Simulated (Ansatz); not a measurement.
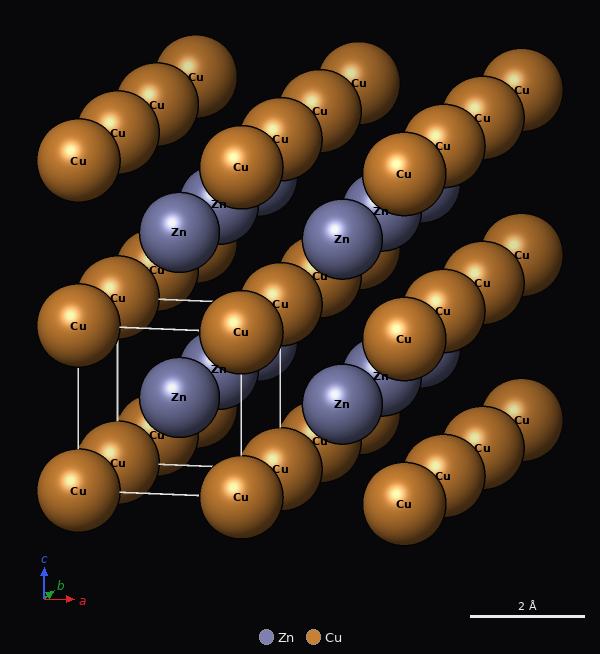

This is a symmetric starting cell of ZnCu. Style: spheres-only. Shown: the cell of the calculation, repeated 2 × 3 × 2 with one cell outlined, slightly off an axis.

Computed with DFT PBEsol, scalar-relativistic, plane waves, PAW (Ansatz). Settings: plane-wave cutoff 420 eV; k-point mesh 14 × 14 × 14; occupations gaussian; smearing width 0.1 eV; no spin polarisation.

The variant: All lengths are scaled by −3.5 % (volume −10.3 %), the atoms keeping their fractional coordinates. No relaxation follows. The starting cell wasn't computed here and needn't be at equilibrium, so pressure and forces aren't due to the change alone.

Input file:
```yaml
crystal:
  lattice:
    - [2.8406292, 0.0, 0.0]
    - [0.0, 2.8406292, 0.0]
    - [0.0, 0.0, 2.8406292]
  atoms:
    - { symbol: Zn, position: [0.5, 0.5, 0.5] }
    - { symbol: Cu, position: [0.0, 0.0, 0.0] }
basis:
  ecutwfc: 420
kpoints:
  mp_grid: { grid: [14, 14, 14] }
hamiltonian:
  xc: pbesol
scf:
  occupations: { method: gaussian, width: 0.1 }
output:
  forces: true
  stress: true
  eigenvalues: true
  populations: true
```

### What is the effect?

Some distances before and after: Cu–Zn 2.550 → 2.460 Å. The space group stays Pm-3m (No. 221). The pressure is 11.5 GPa (not all of it need come from the change, since the unchanged cell can be under pressure at this level too). All forces vanish by symmetry.

The changed structure in the same view:

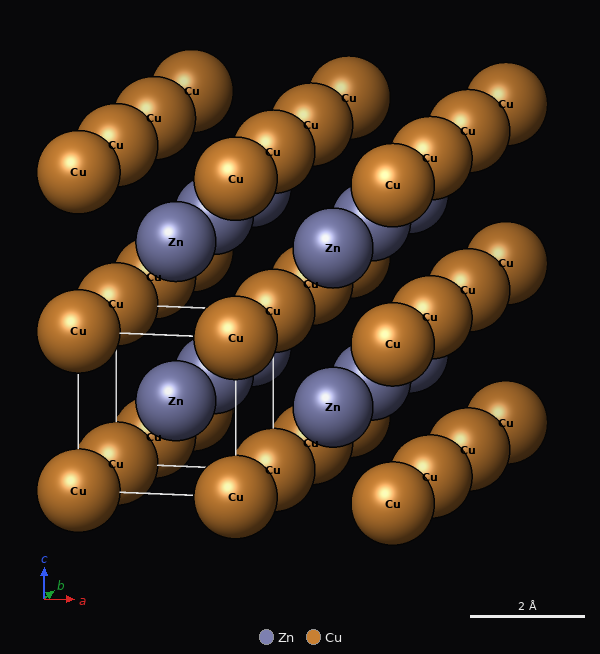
